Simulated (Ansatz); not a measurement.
System: AlCu₃, space group P6_3/mmc (No. 194).

Starting cell:
```
CELL_PARAMETERS angstrom
5.14070 0.00000 0.00000
-2.57040 4.45200 0.00000
0.00000 0.00000 4.17880
ATOMIC_POSITIONS crystal
Al 0.66667 0.33333 0.25000
Al 0.33333 0.66667 0.75000
Cu 0.33060 0.16530 0.75000
Cu 0.83470 0.16530 0.75000
Cu 0.83470 0.66940 0.75000
Cu 0.66940 0.83470 0.25000
Cu 0.16530 0.83470 0.25000
Cu 0.16530 0.33060 0.25000
```

Input of one of the runs behind the figure:
```
crystal:
  lattice:
    - [5.0981132833, 0.0, 0.0]
    - [-2.5490566416, 4.4150956147, 0.0]
    - [0.0, 0.0, 4.144186769]
  atoms:
    - { symbol: Al, position: [0.6666666667, 0.3333333333, 0.25] }
    - { symbol: Al, position: [0.3333333333, 0.6666666667, 0.75] }
    - { symbol: Cu, position: [0.3306329554, 0.1653164777, 0.75] }
    - { symbol: Cu, position: [0.8346835223, 0.1653164777, 0.75] }
    - { symbol: Cu, position: [0.8346835223, 0.6693670446, 0.75] }
    - { symbol: Cu, position: [0.6693670446, 0.8346835223, 0.25] }
    - { symbol: Cu, position: [0.1653164777, 0.8346835223, 0.25] }
    - { symbol: Cu, position: [0.1653164777, 0.3306329554, 0.25] }
basis:
  ecutwfc: 420
kpoints:
  mp_grid: { grid: [12, 12, 8] }
hamiltonian:
  xc: pbesol
scf:
  occupations: { method: gaussian, width: 0.1 }
output:
  forces: true
  stress: true
  eigenvalues: true
relax:
  adjacent_minimum: "off"
  f_tol: 0.008
  max_steps: 50
  cell: { stress_tol: 0.08, p_target: 4.0 }
```

Launched with:
```bash
ansatz run input.yaml --threads 2 --pin off --max-ram 5120MiB --backend cpu --events-out ev --progress --plain --runs-dir out
```

Method: volume, enthalpy and cell of a crystal along a series of hydrostatic pressures at zero temperature, keeping its symmetry; changes are against the given cell; the k mesh follows the cell and the gap; plane waves with PAW datasets, Γ-centred k mesh; energies extrapolated to zero smearing (Ansatz 0.2.0). Level: PBEsol, no spin polarisation.

wave cutoff 420 eV; occupations Gaussian; k mesh at zero pressure 12×12×8; smearing width at zero pressure 0.1 eV.

The change of b equals the change of a.

What does the calculation give for the volume change, change of a, change of c and enthalpy change against applied pressure? The applied pressure takes the values −1, 0, 1, 4, 12, 25 GPa.

The volume change falls from 0.68 % at applied pressure −1 GPa to −11.55 % at 25 GPa. The change of a falls from 0.23 % at applied pressure −1 GPa to −4.02 % at 25 GPa. The change of c falls from 0.23 % at applied pressure −1 GPa to −3.98 % at 25 GPa. The enthalpy change rises from −0.07 eV/atom at applied pressure −1 GPa to 1.75 eV/atom at 25 GPa. The solid is metallic at every point.

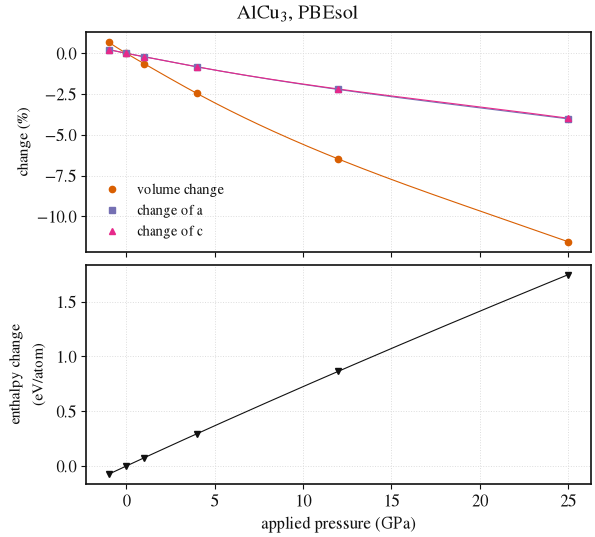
